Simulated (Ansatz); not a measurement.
Elastic-constant calculation of FeCo (part 3 of 3)

Continued. System: FeCo (Pm-3m, 2 atoms in the cell). Method: DFT, PBEsol, plane waves, PAW (Ansatz 0.2.0); cutoff 420 eV, 16×16×16 k-mesh, Gaussian smearing of 0.05 eV, collinear spins. The structure derives from an entry of the Crystallography Open Database. The run did not end well.

Geometry of the input (Å; fractional positions):
```
2.8004  0.0000  0.0000
0.0000  2.8004  0.0000
0.0000  0.0000  2.8004
Fe 0.5000  0.5000  0.5000
Co 0.0000  0.0000  0.0000
```

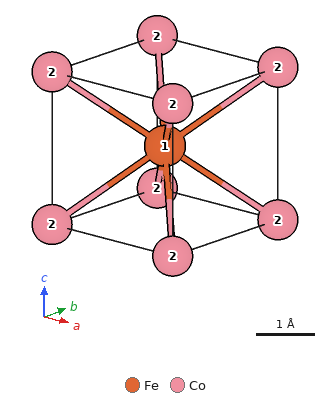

Fig. 1: The structure (ball-and-stick view of the cell of the calculation, seen at an oblique angle; atoms are numbered from 1 in the order of the input).

## What the program printed, continued
```
SCF iter   1: F=—  HF=-9541.890551 eV  |F-HF|=—  |Δ(HF+E_count)|=         —  Δρ=4.31e-3 (↑3.75e-3 ↓4.31e-3)  dr2=4.32e-3  dr2_m=1.92e-5  M=4.367 μB ∫|m|=4.590 μB  β_m=0.30  ethr=1.31e-5  ⟨swp⟩=2.4  Hψ=133635  notcnv=0
preconditioner: auto → none  [metal: Δε(μ)=0.001 eV  Ē_g=4.005 eV  σ=0.050 eV  W_gap=0.01  n_scr=6 (ndim 8)  ℏωp=32.7 eV  f_vac=0.000  D(μ)=1.79/eV (n_scr^D=18)]
SCF iter   2: F=—  HF=-9541.889141 eV  |F-HF|=—  |Δ(HF+E_count)|=   1.41e-3  Δρ=2.19e-3 (↑2.19e-3 ↓2.09e-3)  dr2=1.22e-3  dr2_m=1.75e-6  M=4.367 μB ∫|m|=4.590 μB  β_m=0.46  ethr=1.31e-5  ⟨swp⟩=1.1  Hψ=25229  notcnv=0
SCF iter   3: F=—  HF=-9541.888739 eV  |F-HF|=—  |Δ(HF+E_count)|=   4.02e-4  Δρ=2.15e-3 (↑7.48e-4 ↓2.15e-3)  dr2=1.50e-3  dr2_m=1.25e-4  M=4.366 μB ∫|m|=4.590 μB  β_m=0.33  ethr=3.70e-6  ⟨swp⟩=2.1  Hψ=36573  notcnv=0
SCF iter   4: F=—  HF=-9541.888653 eV  |F-HF|=—  |Δ(HF+E_count)|=   8.62e-5  Δρ=8.19e-4 (↑4.48e-4 ↓8.19e-4)  dr2=2.02e-4  dr2_m=3.17e-5  M=4.367 μB ∫|m|=4.590 μB  β_m=0.37  ethr=3.70e-6  ⟨swp⟩=1.7  Hψ=27663  notcnv=0
SCF iter   5: F=—  HF=-9541.888675 eV  |F-HF|=—  |Δ(HF+E_count)|=   2.25e-5  Δρ=2.37e-4 (↑1.03e-4 ↓2.37e-4)  dr2=1.45e-5  dr2_m=2.90e-6  M=4.367 μB ∫|m|=4.590 μB  β_m=0.38  ethr=6.11e-7  ⟨swp⟩=1.4  Hψ=26695  notcnv=0
SCF iter   6: F=—  HF=-9541.888698 eV  |F-HF|=—  |Δ(HF+E_count)|=   2.22e-5  Δρ=6.11e-5 (↑3.96e-5 ↓6.11e-5)  dr2=6.31e-7  dr2_m=2.48e-7  M=4.367 μB ∫|m|=4.590 μB  β_m=0.36  ethr=4.41e-8  ⟨swp⟩=2.1  Hψ=34246  notcnv=0
SCF iter   7: F=—  HF=-9541.888697 eV  |F-HF|=—  |Δ(HF+E_count)|=   1.02e-6  Δρ=2.45e-5 (↑1.18e-5 ↓2.45e-5)  dr2=2.31e-8  dr2_m=5.44e-8  M=4.367 μB ∫|m|=4.590 μB  β_m=0.56  ethr=1.91e-9  ⟨swp⟩=2.2  Hψ=39555  notcnv=0
SCF iter   8: F=—  HF=-9541.888697 eV  |F-HF|=—  |Δ(HF+E_count)|=   4.69e-8  Δρ=1.17e-5 (↑3.69e-6 ↓1.17e-5)  dr2=3.71e-8  dr2_m=4.40e-9  M=4.367 μB ∫|m|=4.590 μB  β_m=0.70  ethr=7.01e-11  ⟨swp⟩=2.0  Hψ=46244  notcnv=0
SCF iter   9: F=—  HF=-9541.888697 eV  |F-HF|=—  |Δ(HF+E_count)|=   1.62e-9  Δρ=3.15e-6 (↑1.34e-6 ↓3.15e-6)  dr2=3.19e-9  dr2_m=2.44e-10  M=4.367 μB ∫|m|=4.590 μB  β_m=0.83  ethr=7.01e-11  ⟨swp⟩=1.9  Hψ=30392  notcnv=0
SCF iter  10: F=—  HF=-9541.888697 eV  |F-HF|=—  |Δ(HF+E_count)|=   2.62e-8  Δρ=3.87e-5 (↑3.87e-5 ↓1.04e-6)  dr2=5.82e-7  dr2_m=7.53e-8  M=4.367 μB ∫|m|=4.590 μB  β_m=0.65  ethr=9.67e-12  ⟨swp⟩=1.7  Hψ=27624  notcnv=0  recentre
SCF iter  11: F=—  HF=-9541.888697 eV  |F-HF|=—  |Δ(HF+E_count)|=  1.75e-10  Δρ=3.86e-5 (↑3.86e-5 ↓4.77e-7)  dr2=5.81e-7  dr2_m=7.52e-8  M=4.367 μB ∫|m|=4.590 μB  β_m=0.38  ethr=9.67e-12  ⟨swp⟩=1.0  Hψ=24984  notcnv=0
SCF iter  12: F=—  HF=-9541.888697 eV  |F-HF|=—  |Δ(HF+E_count)|=  4.02e-10  Δρ=3.87e-5 (↑3.87e-5 ↓2.88e-7)  dr2=5.83e-7  dr2_m=7.54e-8  M=4.367 μB ∫|m|=4.590 μB  β_m=0.56  ethr=9.67e-12  ⟨swp⟩=1.0  Hψ=25011  notcnv=0
SCF iter  13: F=—  HF=-9541.888697 eV  |F-HF|=—  |Δ(HF+E_count)|=  4.35e-10  Δρ=3.89e-5 (↑3.89e-5 ↓1.26e-7)  dr2=5.88e-7  dr2_m=7.59e-8  M=4.367 μB ∫|m|=4.590 μB  β_m=0.40  ethr=9.67e-12  ⟨swp⟩=1.0  Hψ=24984  notcnv=0
SCF iter  14: F=—  HF=-9541.888697 eV  |F-HF|=—  |Δ(HF+E_count)|=  6.17e-10  Δρ=3.90e-5 (↑3.90e-5 ↓6.01e-8)  dr2=5.94e-7  dr2_m=7.66e-8  M=4.367 μB ∫|m|=4.590 μB  β_m=0.24  ethr=9.67e-12  ⟨swp⟩=1.0  Hψ=24984  notcnv=0
SCF iter  15: F=—  HF=-9541.888697 eV  |F-HF|=—  |Δ(HF+E_count)|=   4.79e-9  Δρ=3.74e-5 (↑3.74e-5 ↓2.11e-7)  dr2=5.42e-7  dr2_m=7.07e-8  M=4.367 μB ∫|m|=4.590 μB  β_m=0.19  ethr=9.67e-12  ⟨swp⟩=1.5  Hψ=28883  notcnv=0
SCF iter  16: F=—  HF=-9541.888697 eV  |F-HF|=—  |Δ(HF+E_count)|=   7.39e-9  Δρ=3.40e-5 (↑3.40e-5 ↓4.90e-7)  dr2=4.43e-7  dr2_m=5.90e-8  M=4.367 μB ∫|m|=4.590 μB  β_m=0.16  ethr=9.67e-12  ⟨swp⟩=2.1  Hψ=31388  notcnv=0
SCF iter  17: F=—  HF=-9541.888697 eV  |F-HF|=—  |Δ(HF+E_count)|=   6.01e-9  Δρ=2.99e-5 (↑2.99e-5 ↓8.35e-7)  dr2=3.41e-7  dr2_m=4.62e-8  M=4.367 μB ∫|m|=4.590 μB  β_m=0.16  ethr=9.67e-12  ⟨swp⟩=2.3  Hψ=35010  notcnv=0
SCF iter  18: F=—  HF=-9541.888697 eV  |F-HF|=—  |Δ(HF+E_count)|=   1.24e-8  Δρ=6.39e-6 (↑6.39e-6 ↓2.41e-6)  dr2=1.09e-8  dr2_m=2.98e-9  M=4.367 μB ∫|m|=4.590 μB  β_m=0.25  ethr=9.67e-12  ⟨swp⟩=2.6  Hψ=51170  notcnv=0
SCF iter  19: F=—  HF=-9541.888697 eV  |F-HF|=—  |Δ(HF+E_count)|=   5.14e-8  Δρ=3.80e-5 (↑3.80e-5 ↓4.74e-6)  dr2=5.96e-7  dr2_m=6.95e-8  M=4.367 μB ∫|m|=4.590 μB  β_m=0.24  ethr=9.67e-12  ⟨swp⟩=2.1  Hψ=39850  notcnv=0  recentre
SCF iter  20: F=—  HF=-9541.888697 eV  |F-HF|=—  |Δ(HF+E_count)|=   1.81e-8  Δρ=3.04e-5 (↑3.04e-5 ↓1.49e-6)  dr2=3.78e-7  dr2_m=4.45e-8  M=4.367 μB ∫|m|=4.590 μB  β_m=0.62  ethr=9.67e-12  ⟨swp⟩=2.3  Hψ=43557  notcnv=0
SCF iter  21: F=—  HF=-9541.888697 eV  |F-HF|=—  |Δ(HF+E_count)|=   2.31e-8  Δρ=1.72e-5 (↑1.72e-5 ↓8.45e-7)  dr2=1.18e-7  dr2_m=1.47e-8  M=4.367 μB ∫|m|=4.590 μB  β_m=0.72  ethr=9.67e-12  ⟨swp⟩=2.6  Hψ=47023  notcnv=0
SCF iter  22: F=—  HF=-9541.888697 eV  |F-HF|=—  |Δ(HF+E_count)|=   5.31e-9  Δρ=1.02e-5 (↑1.02e-5 ↓2.64e-7)  dr2=4.07e-8  dr2_m=5.25e-9  M=4.367 μB ∫|m|=4.590 μB  β_m=0.70  ethr=9.67e-12  ⟨swp⟩=2.3  Hψ=42142  notcnv=0
SCF iter  23: F=—  HF=-9541.888697 eV  |F-HF|=—  |Δ(HF+E_count)|=  8.84e-10  Δρ=7.63e-6 (↑7.63e-6 ↓6.28e-8)  dr2=2.26e-8  dr2_m=2.93e-9  M=4.367 μB ∫|m|=4.590 μB  β_m=0.81  ethr=9.67e-12  ⟨swp⟩=1.6  Hψ=29331  notcnv=0
SCF iter  24: F=—  HF=-9541.888697 eV  |F-HF|=—  |Δ(HF+E_count)|=  6.18e-10  Δρ=4.70e-6 (↑4.70e-6 ↓1.34e-7)  dr2=8.59e-9  dr2_m=1.11e-9  M=4.367 μB ∫|m|=4.590 μB  β_m=0.84  ethr=9.67e-12  ⟨swp⟩=1.7  Hψ=29497  notcnv=0
SCF iter  25: F=—  HF=-9541.888697 eV  |F-HF|=—  |Δ(HF+E_count)|=  1.95e-10  Δρ=3.13e-6 (↑3.13e-6 ↓1.21e-7)  dr2=3.83e-9  dr2_m=4.94e-10  M=4.367 μB ∫|m|=4.590 μB  β_m=0.68  ethr=9.67e-12  ⟨swp⟩=1.5  Hψ=28785  notcnv=0
SCF iter  26: F=—  HF=-9541.888697 eV  |F-HF|=—  |Δ(HF+E_count)|=  7.46e-11  Δρ=2.37e-6 (↑2.37e-6 ↓9.14e-8)  dr2=2.19e-9  dr2_m=2.84e-10  M=4.367 μB ∫|m|=4.590 μB  β_m=0.84  ethr=9.67e-12  ⟨swp⟩=1.5  Hψ=25857  notcnv=0
SCF iter  27: F=—  HF=-9541.888697 eV  |F-HF|=—  |Δ(HF+E_count)|=  7.28e-11  Δρ=1.17e-6 (↑1.17e-6 ↓6.56e-8)  dr2=5.33e-10  dr2_m=6.83e-11  M=4.367 μB ∫|m|=4.590 μB  β_m=0.79  ethr=6.64e-12  ⟨swp⟩=1.5  Hψ=28576  notcnv=0
SCF iter  28: F=—  HF=-9541.888697 eV  |F-HF|=—  |Δ(HF+E_count)|=  2.55e-11  Δρ=9.69e-8 (↑3.29e-8 ↓9.69e-8)  dr2=3.05e-12  dr2_m=2.43e-13  M=4.367 μB ∫|m|=4.590 μB  β_m=0.53  ethr=1.62e-12  ⟨swp⟩=1.7  Hψ=29458  notcnv=0
SCF iter  29: F=—  HF=-9541.888697 eV  |F-HF|=—  |Δ(HF+E_count)|=   2.65e-8  Δρ=3.88e-5 (↑3.88e-5 ↓2.71e-8)  dr2=5.85e-7  dr2_m=7.56e-8  M=4.367 μB ∫|m|=4.590 μB  β_m=0.53  ethr=9.24e-15 (applied; sched 1.00e-12)  ⟨swp⟩=2.3  Hψ=37792  notcnv=0
SCF iter  30: F=—  HF=-9541.888697 eV  |F-HF|=—  |Δ(HF+E_count)|=   3.41e-9  Δρ=3.61e-5 (↑3.61e-5 ↓2.57e-7)  dr2=5.08e-7  dr2_m=6.58e-8  M=4.367 μB ∫|m|=4.590 μB  β_m=0.30  ethr=1.00e-12  ⟨swp⟩=2.4  Hψ=43516  notcnv=0
SCF iter  31: F=—  HF=-9541.888697 eV  |F-HF|=—  |Δ(HF+E_count)|=  1.16e-10  Δρ=3.61e-5 (↑3.61e-5 ↓6.01e-8)  dr2=5.06e-7  dr2_m=6.54e-8  M=4.367 μB ∫|m|=4.590 μB  β_m=0.25  ethr=1.00e-12  ⟨swp⟩=1.0  Hψ=24966  notcnv=0
SCF iter  32: F=—  HF=-9541.888697 eV  |F-HF|=—  |Δ(HF+E_count)|=   6.15e-9  Δρ=3.07e-5 (↑3.07e-5 ↓6.56e-9)  dr2=3.68e-7  dr2_m=4.76e-8  M=4.367 μB ∫|m|=4.590 μB  β_m=0.37  ethr=1.00e-12  ⟨swp⟩=2.6  Hψ=49324  notcnv=0
SCF iter  33: F=—  HF=-9541.888697 eV  |F-HF|=—  |Δ(HF+E_count)|=   7.56e-9  Δρ=2.25e-5 (↑2.25e-5 ↓3.23e-7)  dr2=1.98e-7  dr2_m=2.56e-8  M=4.367 μB ∫|m|=4.590 μB  β_m=0.24  ethr=1.00e-12  ⟨swp⟩=2.7  Hψ=51513  notcnv=0
SCF iter  34: F=—  HF=-9541.888697 eV  |F-HF|=—  |Δ(HF+E_count)|=   5.66e-9  Δρ=2.89e-5 (↑2.89e-5 ↓2.50e-7)  dr2=3.25e-7  dr2_m=4.21e-8  M=4.367 μB ∫|m|=4.590 μB  β_m=0.19  ethr=1.00e-12  ⟨swp⟩=2.6  Hψ=50148  notcnv=0
SCF iter  35: F=—  HF=-9541.888697 eV  |F-HF|=—  |Δ(HF+E_count)|=   1.14e-8  Δρ=1.32e-5 (↑1.32e-5 ↓1.46e-8)  dr2=6.82e-8  dr2_m=8.84e-9  M=4.367 μB ∫|m|=4.590 μB  β_m=0.14  ethr=1.00e-12  ⟨swp⟩=3.3  Hψ=58537  notcnv=0
SCF iter  36: F=—  HF=-9541.888697 eV  |F-HF|=—  |Δ(HF+E_count)|=   2.50e-9  Δρ=5.37e-6 (↑5.37e-6 ↓4.02e-8)  dr2=1.12e-8  dr2_m=1.46e-9  M=4.367 μB ∫|m|=4.590 μB  β_m=0.13  ethr=1.00e-12  ⟨swp⟩=2.6  Hψ=51201  notcnv=0
```
